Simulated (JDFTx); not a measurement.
**TaN: 7 runs along one coordinate**

System: TaN (Fm-3m, 2 atoms in the cell).
Method: Kohn-Sham DFT of a periodic cell, PBEsol, PseudoDojo-SR-PBEsol-0.4.1-standard, no spin polarisation (JDFTx 1.7.0 (patched build)).

The 7 runs differ only in the geometry, by an even scaling of the cell at fixed fractional positions. The structure derives from a Materials Project entry.

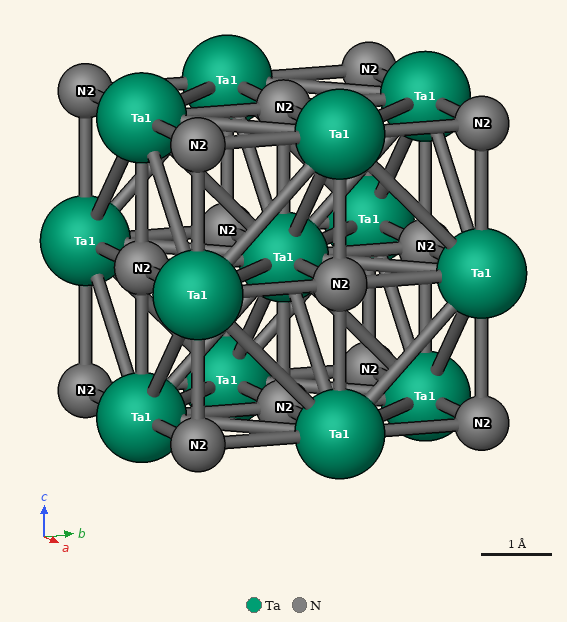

Figure 1. The structure of run 4 (ball-and-stick view of the cell 4 times as large as that of the calculation, set on its symmetry axes, seen slightly off an axis; atoms are numbered from 1 in the order of the input). An atom can appear more than once, as a periodic image.

### Input of run 4
```
lattice \
    0.0000000000     4.1787948431     4.1787948431 \
    4.1787948431     0.0000000000     4.1787948431 \
    4.1787948431     4.1787948431     0.0000000000
coords-type Lattice
ion Ta     0.5000000000     0.5000000000     0.5000000000 1
ion N      0.0000000000     0.0000000000     0.0000000000 1

ion-species pseudo/Ta.upf
ion-species pseudo/N.upf
elec-cutoff 42 336
elec-ex-corr gga-PBEsol
kpoint-folding 10 10 10
elec-smearing Fermi 0.0018374661
elec-n-bands 15
electronic-SCF nIterations 100 energyDiffThreshold 1e-09
electronic-minimize nIterations 30 energyDiffThreshold 1e-7
forces-output-coords Cartesian

dump-name run.$VAR
dump End Ecomponents EigStats BandEigs Kpoints Forces Stress
```

Command:
```bash
jdftx -c 1 -i TaN.in -o TaN.out
```

Lattice vectors (Å) and fractional positions of run 4:
```
   0.000000    2.211323    2.211323
   2.211323    0.000000    2.211323
   2.211323    2.211323    0.000000
Ta  0.500000  0.500000  0.500000
N   0.000000  0.000000  0.000000
```

Run 5 differs from it as follows:
```diff
-    0.0000000000     4.1787948431     4.1787948431 \
-    4.1787948431     0.0000000000     4.1787948431 \
-    4.1787948431     4.1787948431     0.0000000000
+    0.0000000000     4.2064697877     4.2064697877 \
+    4.2064697877     0.0000000000     4.2064697877 \
+    4.2064697877     4.2064697877     0.0000000000
```

### Results, with one run withheld

| run | volume per atom (Å³) | free energy per atom, from the lowest run given (meV) | pressure (GPa) |
| --- | --- | --- | --- |
| 1 | 10.164 | 8.84 | 10.65 |
| 2 | 10.381 | 0.00 | 2.57 |
| 3 | 10.597 | 1.48 | −4.66 |
| 4 | 10.813 | 12.20 | −11.12 |
| 5 | 11.030 | ? | ? |
| 6 | 11.246 | 57.51 | −22.06 |
| 7 | 11.462 | 90.44 | −26.66 |

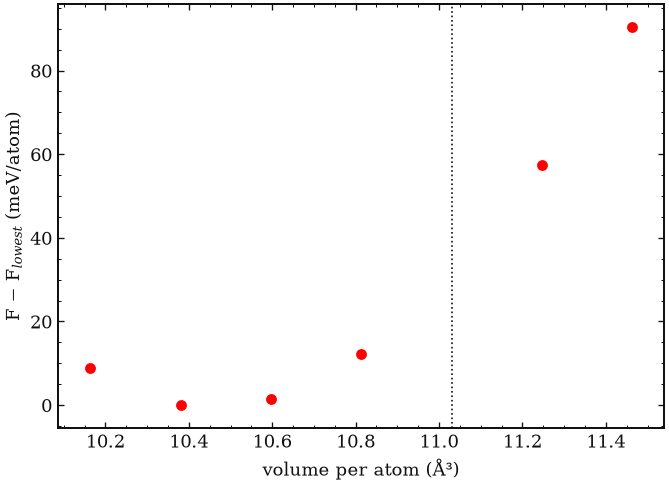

Figure 2. Free energy per atom of the runs given; the dotted line marks run 5.

Estimate the energy of run 5 from the others.

A cubic polynomial in V^(−2/3) (the Birch–Murnaghan form), fitted to the 6 runs given, misses them by at most 0.02 meV per atom. With x = V^(−2/3) − 0.20516 Å⁻², it reads F = 8.8344 − 4719.2 x + 5.8878e+05 x² + 5.2588e+05 x³ (meV per atom). At run 5 it gives 31.20 meV per atom, and the run itself gives 31.17. The slope of the fit gives a pressure −dF/dV of −16.89 GPa there, and the run prints −16.90 GPa. The fit has its minimum at 10.455 Å³ per atom, where V d²F/dV² gives 355 GPa: the bulk modulus at this level, since symmetry fixes the shape and the positions.

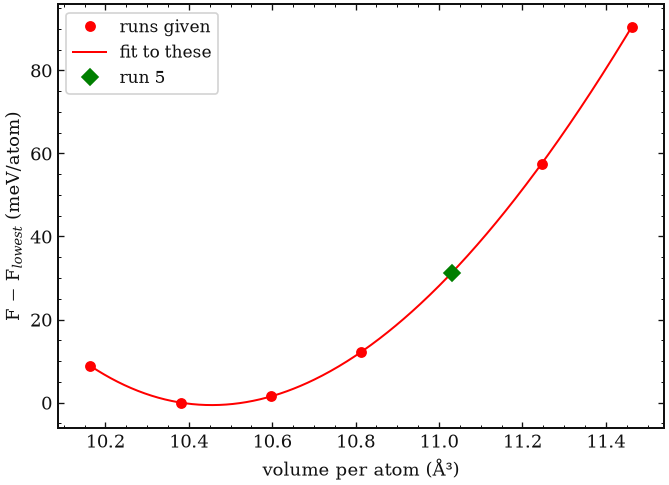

Figure 3. The fit and the withheld run.

### Some lines of the output (run 5)
```
[...]
elec-smearing Fermi 0.00183747
unit cell volume = 148.862
     Etot =      -69.1525112450995749
        F =      -69.1527333940231017
	HOMO-LUMO gap: +0.003775
	Optical gap  : +0.012014 at state 12 ( [ +0.000000 +0.100000 -0.300000 ] spin 0 )
```

Notes: Spin–orbit coupling is left out, which matters for Ta.
